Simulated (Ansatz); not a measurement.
The cell of MoSe2 in space group P6_3/mmc. Origin of the cell: the end point of a relaxation with DFT PBE, scalar-relativistic, plane waves, PAW in Ansatz 0.2.0.

```yaml
crystal:
  lattice:
    - [3.32091, 0.00000, 0.00000]
    - [-1.66046, 2.87600, 0.00000]
    - [0.00000, 0.00000, 14.82939]
  atoms:
    - { symbol: Mo, position: [0.66667, 0.33333, 0.75000] }
    - { symbol: Mo, position: [0.33333, 0.66667, 0.25000] }
    - { symbol: Se, position: [0.33333, 0.66667, 0.86253] }
    - { symbol: Se, position: [0.66667, 0.33333, 0.36253] }
    - { symbol: Se, position: [0.33333, 0.66667, 0.63747] }
    - { symbol: Se, position: [0.66667, 0.33333, 0.13747] }
```

At each point the valence sum V of a Li+ ion is computed from the anions within 5 Å (s = exp((R0 − d)/b), R0 fitted to published crystal structures with b = 0.37 Å; R0: Li+–Se 2.032 Å). Points too close to the other cations are excluded (2.1 Å from Mo). Li+ is a guest here, not part of the formula. This is an empirical screen for pathways, not an energy calculation.

**Along which directions could Li+ move by this screen?**

From a mismatch of about 0.15 v.u. the regions form a two-dimensional network in layers parallel to (001). No third dimension opens below 0.7 v.u. These are grid estimates, good to about 0.1 v.u.

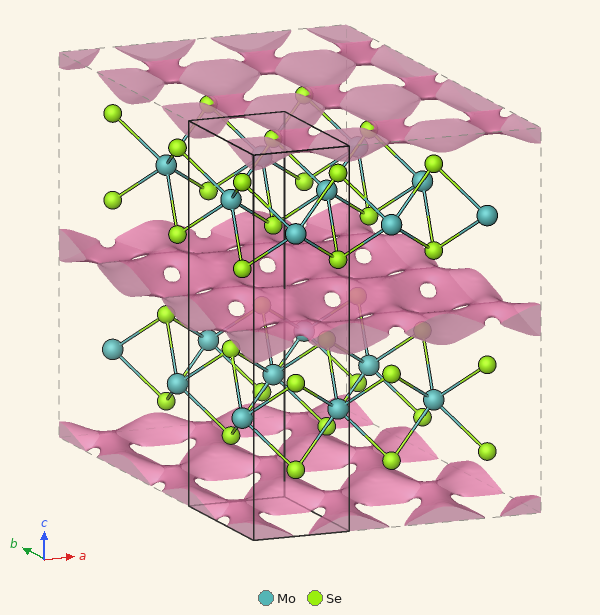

Bond-valence mismatch map for Li+ in MoSe$_{2}$ (P6_3/mmc, No. 194): the pink surface encloses the points where |V − 1| < 0.25 v.u. (3×3×1 cells, view from a free direction). Pale faces close the region where the drawn box cuts it. At this level they form a two-dimensional network in layers parallel to (001).
